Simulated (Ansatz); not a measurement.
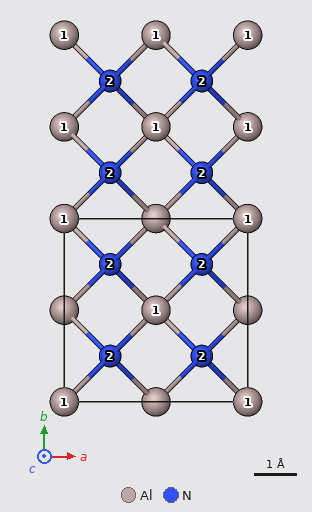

Crystalline AlN (built on the zincblende type), before the relaxation. A ball-and-stick model of the conventional cell (4 times the calculation's cell), repeated 1 × 2 × 1 with one cell outlined, seen along the c axis. Lengths and directions refer to the drawn axes.

All numbers below come from DFT, r2SCAN, plane waves, PAW in Ansatz 0.2.0.

The input:
```yaml
crystal:
  lattice:
    - [0.0, 2.2015394219, 2.2015394219]
    - [2.2015394219, 0.0, 2.2015394219]
    - [2.2015394219, 2.2015394219, 0.0]
  atoms:
    - { symbol: Al, position: [0.0, 0.0, 0.0] }
    - { symbol: "N", position: [0.25, 0.25, 0.25] }
kpoints:
  mp_grid: { grid: [10, 10, 10] }
hamiltonian:
  xc: r2scan
scf:
  occupations: { method: fermi_dirac, width: 0.02 }
relax:
  f_tol: 0.005
  cell: {}
```

Command:
```bash
ansatz run input.yaml --threads 8 --pin off --max-ram 12902MiB --backend cpu --events-out ev --progress --plain --runs-dir out
```

### Where does the relaxation end?

The atoms keep their places relative to the cell (all moves are under 0.005 Å). Cell: a = b = c 4.403 → 4.370 Å (−0.8 %). Volume −2.3 %. Some distances before and after: Al1–N2 1.907 → 1.892 Å. The space group stays F-43m (No. 216). The energy falls by 3.5 meV per atom in 3 accepted moves (4 points after the start). All forces vanish by symmetry, so only the cell relaxes. Pressure: −4.59 GPa at the start and 0.00 GPa at the end. The SCF was repeated once at an unchanged geometry on a basis and grid sized afresh for the cell, which shifted the energy by 0.1 meV per atom at most.

Step by step:

```csv
step,"E − E(0), meV/atom","pressure, GPa","volume, Å³/atom",note
0,0.00,-4.59,10.670,
1,-2.73,-2.23,10.544,
2,-3.56,0.07,10.426,
3,-3.56,0.00,10.430,
4,-3.50,0.00,10.430,"same geometry, new basis"
```

The structure at the end:

```xyz
2
Lattice="0.0000 2.1849 2.1849 2.1849 0.0000 2.1849 2.1849 2.1849 0.0000" Properties=species:S:1:pos:R:3 pbc="T T T"
Al    0.0000    0.0000    0.0000
N     1.0924    1.0924    1.0924
```
